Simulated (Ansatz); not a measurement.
Consider Sn.

```cif
data_structure
_symmetry_space_group_name_H-M 'P 1'
_symmetry_Int_Tables_number 1
_cell_length_a 4.3729
_cell_length_b 4.6258
_cell_length_c 5.8313
_cell_angle_alpha 90.000
_cell_angle_beta 90.000
_cell_angle_gamma 90.000
_cell_volume 117.95
loop_
_atom_site_label
_atom_site_type_symbol
_atom_site_fract_x
_atom_site_fract_y
_atom_site_fract_z
_atom_site_occupancy
Sn1 Sn 0.00000 0.00000 0.00000 1
Sn2 Sn 0.50000 0.00000 0.50000 1
Sn3 Sn 0.50000 0.50000 0.00000 1
Sn4 Sn 0.00000 0.50000 0.50000 1
```

Space group Fmmm; changed on purpose from its base cell (strain +0.0562 x Voigt [0, 0, 0, 0, 0, 1], atoms carried along); computed pressure about −4 GPa in this cell.

Level of theory: DFT PBEsol, scalar-relativistic, plane waves, PAW in Ansatz 0.2.0.

### What will maps of the valence pseudo-density and electron localisation function show?

Sn–Sn (3.18 Å): ρ is about 0.19 e/Å³ halfway; the ELF is about 0.45 at the midpoint.

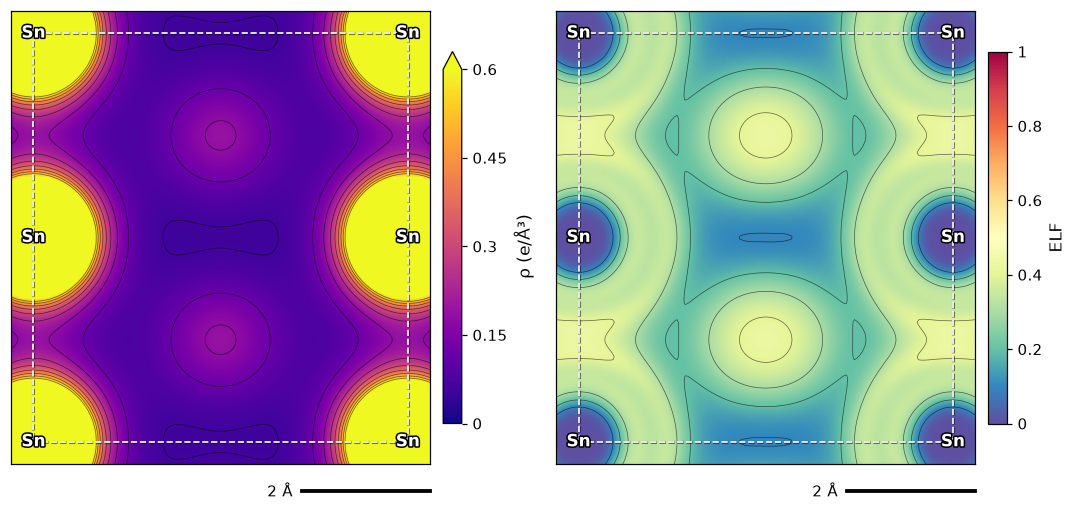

Computed valence pseudo-density and electron localisation function on the (110) plane of the conventional cell, in this order. 
